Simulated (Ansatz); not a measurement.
## Two runs on BN

System: BN (slab, 8 atoms in the cell).
Method of run 1: DFT, PBEsol, plane waves, PAW, no spin polarisation (Ansatz 0.2.0).

The structure derives from a Materials Project entry. Text and figures count atoms from 1; the logs count them from 0 in places.

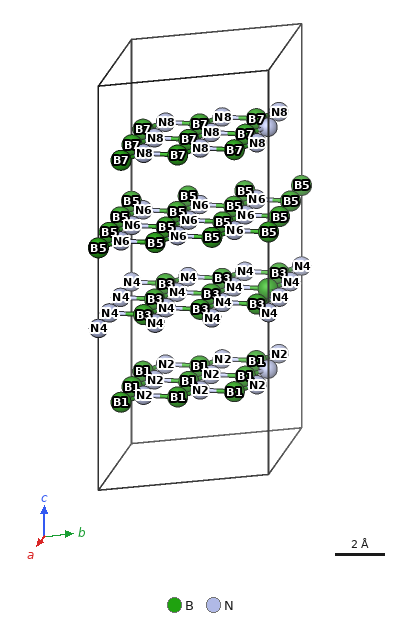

The input geometry (ball-and-stick view of the 3 × 3 repeat of the cell, with the vacuum cut short, seen slightly off an axis; atoms are numbered from 1 in the order of the input). Near neighbours in the crystal (not all of them lie inside the picture): B has 3 N at 1.45 Å; N has 3 B at 1.45 Å.

**The input, run 1**
```yaml
crystal:
  lattice:
    - [2.5041946702, 0.0, 0.0]
    - [-1.2520973351, 2.1686962004, 0.0]
    - [0.0, 0.0, 25.4461306388]
  atoms:
    - { symbol: B, position: [0.6666666667, 0.3333333333, 0.294740293] }
    - { symbol: "N", position: [0.3333333333, 0.6666666667, 0.2948009271] }
    - { symbol: B, position: [0.3333333333, 0.6666666667, 0.4315598863] }
    - { symbol: "N", position: [0.0, 0.0, 0.4316205204] }
    - { symbol: B, position: [0.0, 0.0, 0.5683794796] }
    - { symbol: "N", position: [0.6666666667, 0.3333333333, 0.5684401137] }
    - { symbol: B, position: [0.6666666667, 0.3333333333, 0.7051990729] }
    - { symbol: "N", position: [0.3333333333, 0.6666666667, 0.705259707] }
basis:
  ecutwfc: 420
kpoints:
  mp_grid: { grid: [12, 12, 1] }
hamiltonian:
  xc: pbesol
scf:
  occupations: { method: gaussian, width: 0.05 }
  mixing: { algorithm: msr1, beta: 0.3 }
output:
  forces: true
  eigenvalues: true
  stress: true
efield:
  axis: 3
  dipole_correction: true
  ramp_width: 0.04
```

Launched with:
```bash
ansatz run input.yaml --threads 1 --pin off --max-ram 2560MiB --backend cpu --events-out ev --progress --plain --runs-dir out
```

Hardware: 1 thread of Arm Neoverse V2, 128 GiB of memory available, shared host.

**Output, shortened to warnings, some set-up lines, iterations and results (run 1)**
```
Basis set: ecut = 420 eV, 2695 PW (Γ), exchange–correlation on 36×36×360 points (8 copies of the dense FFT grid, shifted against one another)
Symmetry: 6 space group operations
k-points: 19 of 144 (time reversal used)
Initial density: superposition of atomic densities (neutral atoms: chi_scale 0, normalization atom), corrected by the library's trained network
[...]
SCF iter   1: F=—  HF=-2135.118936 eV  |F-HF|=—  |Δ(HF+E_count)|=         —  Δρ=6.60e-3  dr2=5.34e-2  ethr=1.77e-3  p=-0.004 e·Å  D=-5.19e-3 V/Å  ΔV_dip=0.13 eV  …
SCF iter   2: F=—  HF=-2135.106874 eV  |F-HF|=—  |Δ(HF+E_count)|=   1.21e-2  Δρ=2.11e-3  dr2=4.45e-3  ethr=1.67e-4  p=-0.007 e·Å  D=-8.95e-3 V/Å  ΔV_dip=0.23 eV  …
SCF iter   3: F=—  HF=-2135.106945 eV  |F-HF|=—  |Δ(HF+E_count)|=   7.07e-5  Δρ=8.81e-4  dr2=5.42e-4  ethr=1.39e-5  p=-0.008 e·Å  D=-9.89e-3 V/Å  ΔV_dip=0.25 eV  …
SCF iter   4: F=—  HF=-2135.107315 eV  |F-HF|=—  |Δ(HF+E_count)|=   3.70e-4  Δρ=1.77e-4  dr2=9.67e-5  ethr=1.69e-6  p=-0.009 e·Å  D=-1.15e-2 V/Å  ΔV_dip=0.29 eV  …
SCF iter   5: F=—  HF=-2135.107330 eV  |F-HF|=—  |Δ(HF+E_count)|=   1.49e-5  Δρ=6.30e-5  dr2=2.41e-6  ethr=3.02e-7  p=-0.008 e·Å  D=-1.08e-2 V/Å  ΔV_dip=0.28 eV  …
SCF iter   6: F=—  HF=-2135.107335 eV  |F-HF|=—  |Δ(HF+E_count)|=   5.98e-6  Δρ=1.09e-5  dr2=2.61e-7  ethr=7.54e-9  p=-0.008 e·Å  D=-1.09e-2 V/Å  ΔV_dip=0.28 eV  …
SCF iter   7: F=-2135.107336 eV  HF=-2135.107336 eV  |F-HF|=1.25e-7  |Δ(HF+E_count)|=   2.62e-7  Δρ=4.29e-6  dr2=5.17e-8  ethr=3.13e-10  p=-0.008 e·Å  D=-1.07e-2 V/Å  …
SCF iter   8: F=-2135.107336 eV  HF=-2135.107336 eV  |F-HF|=5.79e-8  |Δ(HF+E_count)|=   1.05e-7  Δρ=2.11e-6  dr2=3.12e-9  ethr=1.62e-10  p=-0.008 e·Å  D=-1.08e-2 V/Å  …
SCF iter   9: F=-2135.107336 eV  HF=-2135.107336 eV  |F-HF|=9.78e-10  |Δ(HF+E_count)|=   5.92e-8  Δρ=5.62e-7  dr2=9.33e-10  ethr=9.73e-12  p=-0.008 e·Å  D=-1.08e-2 V/Å  …
SCF 1 converged in 9 iterations: F = -2135.107336 eV  dr2 = 9.33e-10
SCF converged after 9 iterations
an eigenvalue changed by more than its tolerance at an iteration that met the thresholds in force, so the SCF went on 2 times, its first undamped step at iteration 8: the last check found none over its tolerance
Free energy (F): -2135.107336 eV
Harris-Foulkes:  -2135.107336 eV  (|F-HF|=9.78e-10)
Internal energy: -2135.107336 eV  (E = F + TS)
E sigma→0 (E₀):  -2135.107336 eV
Fermi energy:    1.840014 eV
Dipole field:    D = -0.010793 V/Å  (p = -0.008243 e·Å, saw-weighted, corrected)
Work function:   Φ+ = 3.8211 eV   Φ− = 3.5465 eV
Levels:          The Fermi level and band energies are counted from a zero that moves with the ramp; work functions are not
--- Per-component energies (eV) ---
  E_band       = -240.109636
  E_kinetic    = 730.746485
  E_local      = -17282.993328  (includes V_loc(G=0)·N_el)
  E_nonlocal   = 231.949645
  E_hartree    = 8313.198695
  E_xc         = -364.637937
  E_vxc        = -454.333234  (∫ρ·V_xc dr)
  E_paw        = -795.696803  (= ΣΔE_a)
  E_vpaw       = -91.875355  (= ΣTr[D̂ρ^β])
  E_aug_tail   = 0.000384  (compensation charges beyond the density's cutoff)
  E_efield     = 0.000044  (sawtooth field / dipole correction)
  E_vefield    = 0.000156  (∫n·V_field dr)
  E_ewald      = 7032.154239
  E_core_change = 0.171239  (= ΣΔE_core)
  E_smearing   = -0.000000  (= −TS)
  E_closure    = 0.000000  (closes the sum)
  Σ components = -2135.107336   (vs F -2135.107336, Δ=0.00e0)
--- Forces (eV/Å), atoms counted from 1 ---
  atom   1  B      0.00000000     0.00000000     0.04342172
  atom   2  N      0.00000000    -0.00000000    -0.04523253
  atom   3  B     -0.00000000     0.00000000     0.01574729
  atom   4  N      0.00000000    -0.00000000    -0.01595676
  atom   5  B      0.00000000     0.00000000     0.01593656
  atom   6  N      0.00000000    -0.00000000    -0.01564593
  atom   7  B      0.00000000     0.00000000    -0.00531441
  atom   8  N      0.00000000    -0.00000000     0.00712799
  max |Σ_I F_I| component: 8.39e-5 eV/Å
--- Stress (GPa, compression-positive) ---
       -0.033975      -0.000000      -0.000000
       -0.000000      -0.033975       0.000000
       -0.000000       0.000000       0.023275
  P = ⅓ Tr σ = -0.0149 GPa (-0.149 kbar)
```

For run 2 the input was changed thus:
```diff
-    - { symbol: B, position: [0.6666666667, 0.3333333333, 0.294740293] }
-    - { symbol: "N", position: [0.3333333333, 0.6666666667, 0.2948009271] }
-    - { symbol: B, position: [0.3333333333, 0.6666666667, 0.4315598863] }
-    - { symbol: "N", position: [0.0, 0.0, 0.4316205204] }
-    - { symbol: B, position: [0.0, 0.0, 0.5683794796] }
-    - { symbol: "N", position: [0.6666666667, 0.3333333333, 0.5684401137] }
-    - { symbol: B, position: [0.6666666667, 0.3333333333, 0.7051990729] }
-    - { symbol: "N", position: [0.3333333333, 0.6666666667, 0.705259707] }
+    - { symbol: B, position: [0.6666666667, 0.3333333333, 0.2944665797] }
+    - { symbol: "N", position: [0.3333333333, 0.6666666667, 0.2943547464] }
+    - { symbol: B, position: [0.3333333333, 0.6666666667, 0.4315408792] }
+    - { symbol: "N", position: [0.0, 0.0, 0.4315397386] }
+    - { symbol: B, position: [0.0, 0.0, 0.568465081] }
+    - { symbol: "N", position: [0.6666666667, 0.3333333333, 0.568464256] }
+    - { symbol: B, position: [0.6666666667, 0.3333333333, 0.7055419505] }
+    - { symbol: "N", position: [0.3333333333, 0.6666666667, 0.7056267687] }
-  mp_grid: { grid: [12, 12, 1] }
+  mp_grid: { grid: [12, 12, 1], shift: [0.5, 0.5, 0.0] }
-  mixing: { algorithm: msr1, beta: 0.3 }
+  convergence: { dr2_threshold: 1.0e-08 }
-  stress: true
```

Predict how the results change.

With the same functional and potentials, run 2 lies 0.02 meV per atom lower (other lines of the input change too). The gap on the mesh goes from 4.19 to 4.31 eV. The largest force goes from 0.045 to 0.019 eV/Å. The SCF takes 8 iterations against 9. The irreducible k-points go from 19 to 42. On the same kind of shared host run 2 took about 1.8 times as long.

**Output, shortened to warnings, some set-up lines, iterations and results (run 2)**
```
Warning: crystal.symmetry: narrowed to the stabiliser of the k-point mesh — unitary ops 6 → 2; excluded 4 operations that carry a point of the 12×12×1 mesh (shift [0.5, 0.5, 0]) off the mesh (the run samples exactly the mesh kpoints.mp_grid names, as under crystal.symmetry.detect: false, and its converged state has the mesh's symmetry, not the crystal's; ε∞, the Born charges and the force …
Basis set: ecut = 420 eV, 2695 PW (Γ), exchange–correlation on 36×36×360 points (8 copies of the dense FFT grid, shifted against one another)
Symmetry: 2 space group operations
k-points: 42 of 144 (time reversal used)
Initial density: superposition of atomic densities (neutral atoms: chi_scale 0, normalization atom), corrected by the library's trained network
[...]
SCF iter   1: F=—  HF=-2135.118994 eV  |F-HF|=—  |Δ(HF+E_count)|=         —  Δρ=6.60e-3  dr2=5.34e-2  ethr=1.77e-3  p=-0.003 e·Å  D=-4.49e-3 V/Å  ΔV_dip=0.11 eV  …
SCF iter   2: F=—  HF=-2135.108354 eV  |F-HF|=—  |Δ(HF+E_count)|=   1.06e-2  Δρ=2.31e-3  dr2=5.88e-3  ethr=1.67e-4  p=-0.007 e·Å  D=-8.79e-3 V/Å  ΔV_dip=0.22 eV  …
SCF iter   3: F=—  HF=-2135.107156 eV  |F-HF|=—  |Δ(HF+E_count)|=   1.20e-3  Δρ=7.21e-4  dr2=3.54e-4  ethr=1.84e-5  p=-0.006 e·Å  D=-7.79e-3 V/Å  ΔV_dip=0.20 eV  …
SCF iter   4: F=—  HF=-2135.107435 eV  |F-HF|=—  |Δ(HF+E_count)|=   2.79e-4  Δρ=1.90e-4  dr2=8.38e-5  ethr=1.11e-6  p=-0.007 e·Å  D=-8.86e-3 V/Å  ΔV_dip=0.23 eV  …
SCF iter   5: F=—  HF=-2135.107452 eV  |F-HF|=—  |Δ(HF+E_count)|=   1.73e-5  Δρ=5.62e-5  dr2=2.14e-6  ethr=2.62e-7  p=-0.006 e·Å  D=-8.41e-3 V/Å  ΔV_dip=0.21 eV  …
SCF iter   6: F=—  HF=-2135.107458 eV  |F-HF|=—  |Δ(HF+E_count)|=   5.67e-6  Δρ=1.30e-5  dr2=9.65e-8  ethr=6.70e-9  p=-0.006 e·Å  D=-8.45e-3 V/Å  ΔV_dip=0.22 eV  …
SCF iter   7: F=—  HF=-2135.107459 eV  |F-HF|=—  |Δ(HF+E_count)|=   6.80e-7  Δρ=3.59e-6  dr2=2.20e-8  ethr=3.13e-11  p=-0.006 e·Å  D=-8.41e-3 V/Å  ΔV_dip=0.21 eV  …
SCF iter   8: F=-2135.107459 eV  HF=-2135.107459 eV  |F-HF|=1.53e-9  |Δ(HF+E_count)|=   1.23e-7  Δρ=9.01e-7  dr2=8.42e-10  ethr=3.13e-11  p=-0.006 e·Å  D=-8.43e-3 V/Å  …
SCF 1 converged in 8 iterations: F = -2135.107459 eV  dr2 = 8.42e-10
SCF converged after 8 iterations
Free energy (F): -2135.107459 eV
Harris-Foulkes:  -2135.107459 eV  (|F-HF|=1.53e-9)
Internal energy: -2135.107459 eV  (E = F + TS)
E sigma→0 (E₀):  -2135.107459 eV
Fermi energy:    1.822097 eV
Dipole field:    D = -0.008417 V/Å  (p = -0.006428 e·Å, saw-weighted, corrected)
Work function:   Φ+ = 3.8170 eV   Φ− = 3.6028 eV
Levels:          The Fermi level and band energies are counted from a zero that moves with the ramp; work functions are not
--- Per-component energies (eV) ---
  E_band       = -240.320817
  E_kinetic    = 730.741260
  E_local      = -17225.762815  (includes V_loc(G=0)·N_el)
  E_nonlocal   = 231.949648
  E_hartree    = 8284.476116
  E_xc         = -364.634208
  E_vxc        = -454.327733  (∫ρ·V_xc dr)
  E_paw        = -795.696897  (= ΣΔE_a)
  E_vpaw       = -91.875435  (= ΣTr[D̂ρ^β])
  E_aug_tail   = 0.000384  (compensation charges beyond the density's cutoff)
  E_efield     = 0.000027  (sawtooth field / dipole correction)
  E_vefield    = 0.000111  (∫n·V_field dr)
  E_ewald      = 7003.647787
  E_core_change = 0.171239  (= ΣΔE_core)
  E_smearing   = -0.000000  (= −TS)
  E_closure    = -0.000000  (closes the sum)
  Σ components = -2135.107459   (vs F -2135.107459, Δ=0.00e0)
--- Forces (eV/Å), atoms counted from 1 ---
  atom   1  B     -0.00001322     0.00000764    -0.01932393
  atom   2  N      0.00001264    -0.00000730     0.01830471
  atom   3  B     -0.00001271     0.00000734    -0.00688967
  atom   4  N      0.00001224    -0.00000707     0.00605414
  atom   5  B     -0.00001285     0.00000742    -0.00620036
  atom   6  N      0.00001308    -0.00000755     0.00701761
  atom   7  B     -0.00001343     0.00000775     0.00337987
  atom   8  N      0.00001399    -0.00000808    -0.00239039
  max |Σ_I F_I| component: 4.80e-5 eV/Å
```

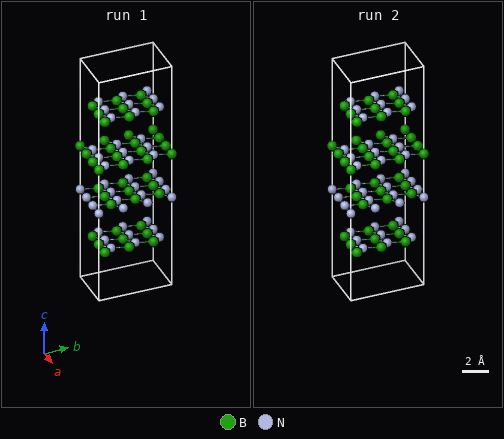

The two input geometries at one scale (ball-and-stick view of the 3 × 3 repeat of the cell, with the vacuum cut short, seen slightly off an axis). The largest move is that of an N atom, 0.011 Å. Largest moves by element: N 0.011 Å, B 0.009 Å. (The mean shift of all atoms is removed.) The cell stays as it was.

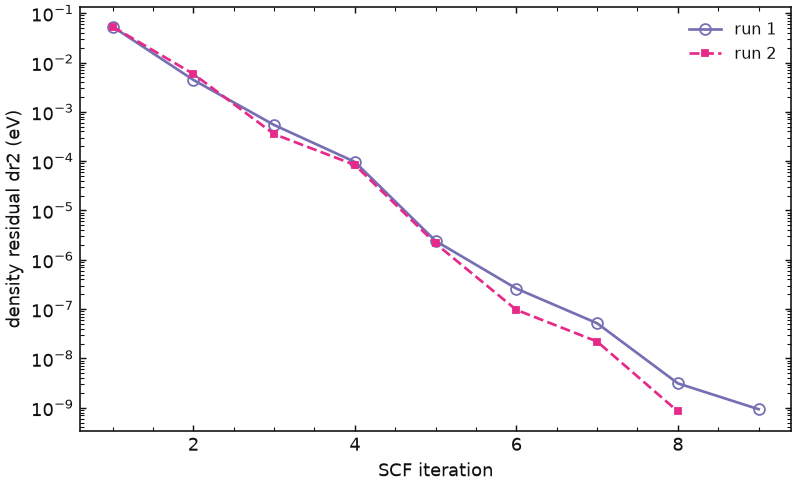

Convergence of the two runs: density residual dr2 against the SCF iteration. Run 1 takes 9 iterations in all, and run 2 takes 8.

**The two runs side by side**

```csv
quantity,run 1,run 2
outcome,converged,converged
free energy per atom (eV),−266.8884,−266.8884
gap on the mesh (eV),4.19,4.31
largest force (eV/Å),0.045,0.019
SCF iterations,9,8
irreducible k-points,19,42
plane waves at Γ,2695,2695
wall time (shared host),11 s,19 s
```

For run 2: Warnings: the k-point mesh lowers the symmetry that the run can use.
